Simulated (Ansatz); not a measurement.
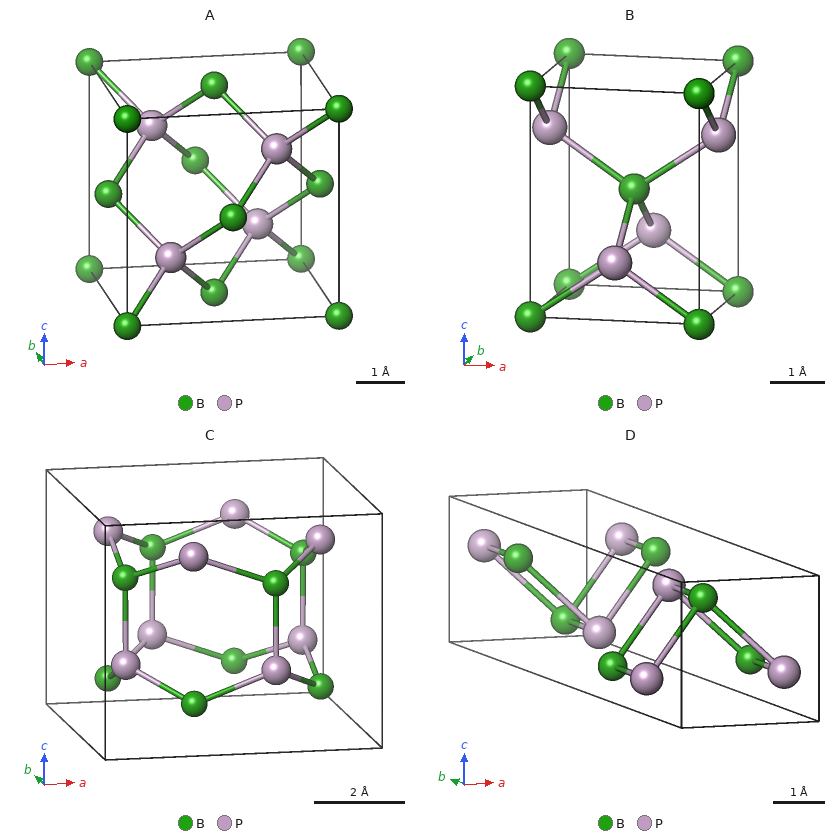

Four structures of BP, each relaxed to rest (conventional cells in solid outline, small ones repeated, each panel with its own scale). Method: DFT PBE, scalar-relativistic, plane waves, PAW (Ansatz 0.2.0), without spin polarisation.

### Name the structure in each panel.

A: zinc blende (sphalerite type), F-43m; B: 4 atoms a cell on a body-centred tetragonal lattice, I-4m2; C: 16 atoms a cell on a body-centred tetragonal lattice, I4cm; D: 8 atoms a cell on a base-centred orthorhombic lattice, Cmcm.

### Rank them by energy, lowest first.

A, then B (+10 meV/atom), C (+191 meV/atom) and D (+1133 meV/atom), energies at zero smearing.

### Collect the results in a table.

| panel | structure | E − E(lowest) (meV/atom) | volume (Å³/atom) | gap (eV) |
| --- | --- | --- | --- | --- |
| A | F-43m | 0 | 11.8 | 1.30 |
| B | I-4m2 | 10 | 11.8 | 0.65 |
| C | I4cm | 191 | 13.2 | 1.24 |
| D | Cmcm | 1133 | 14.3 | metal |

Some of these may be structure types tried for this composition rather than known phases, and the most stable form need not be among them. Gaps are taken on the k-mesh or band path of each run.
